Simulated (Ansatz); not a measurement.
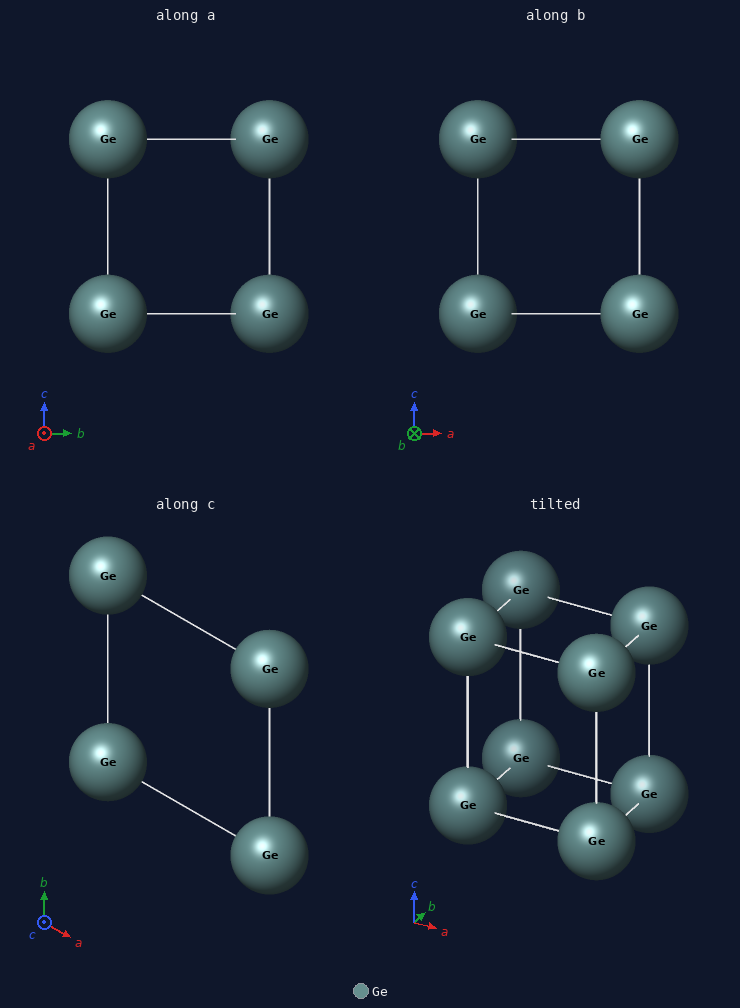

The figure gives a spheres-only picture of the atoms, viewed along the a axis, along the b axis, along the c axis and slightly off an axis. The conventional unit cell is outlined; an atom on or near a face, edge or corner is repeated at each equivalent position.

Lattice parameters: a = 2.879 Å, b = 2.879 Å, c = 2.693 Å, α = 90.00°, β = 90.00°, γ = 120.00°. Put a along x and b in the xy plane.

Give the atomic positions as a POSCAR file.

```
Ge
1.0
     2.879    0.000    0.000
    -1.439    2.493    0.000
     0.000    0.000    2.693
Ge
1
Direct
  0.0000 0.0000 0.0000
```

It derives from a random cell made by a generator, so it need not be a real form of the element. The final geometry of a relaxation with DFT PBE, scalar-relativistic, plane waves, PAW in Ansatz is shown.
